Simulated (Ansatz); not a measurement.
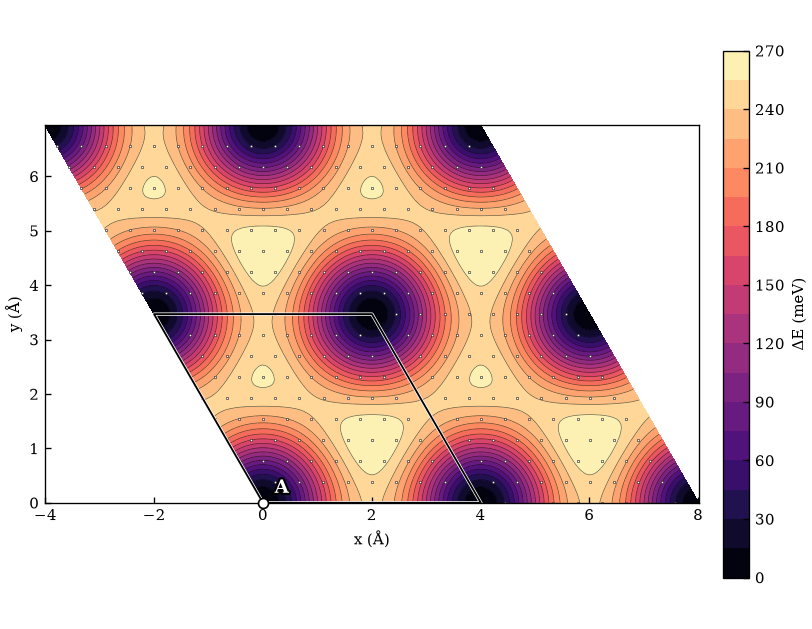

H on an AlAs(111) slab cut from the F-43m phase, its upper half relaxed before the scan (4 atoms of substrate and one adsorbate in a 1 × 1 cell). 
- H is moved over the surface cell at a fixed height above a rigid substrate; the origin of the map has the adsorbate above Al4; the height is held at 2.80 Å.
- Places are given modulo a cell vector. The map is drawn in real space over the plane of the surface.
- The scan uses a 9 × 9 grid; 19 points were computed and 62 follow by symmetry.
- Energies: meV, counted from the lowest grid point.
- With one adsorbate in each 1 × 1 cell, its nearest image is 4.0 Å away, so neighbouring adsorbates interact. At a fixed height the lowest place need not be the adsorption site.
- Theory: DFT PBE+D3(BJ), scalar-relativistic, plane waves, PAW in Ansatz 0.2.0. Settings: cutoff 420 eV, k-mesh 9×9×1, gaussian smearing 0.05 eV, spin-polarised.

In the figure: filled contours, dots at the grid points, the outline of one cell of the 2 × 2 shown, the point A. Between grid points the surface is interpolated.

> What is the easiest way out of the well at A, and how high is the barrier?

The easiest path leads from the well at the top site over a surface Al atom, (0/9, 0/9) of the cell vectors to its copy one period on. Its highest point lies about 240 meV above the bottom of the first well on the interpolated surface, at about (0.04, 0.52) of the cell vectors. This is the barrier on the constrained surface; relaxing the other coordinates would change it.

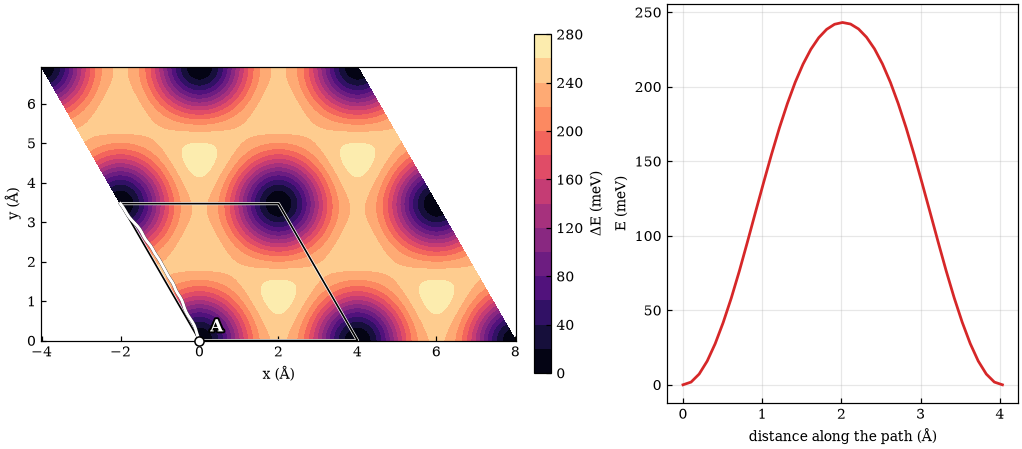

In the figure: filled contours, a line along the lowest path, the outline of one cell of the 2 × 2 shown, the energy along the path at the right. Between grid points the surface is interpolated.

PAW datasets: the set soft_1.
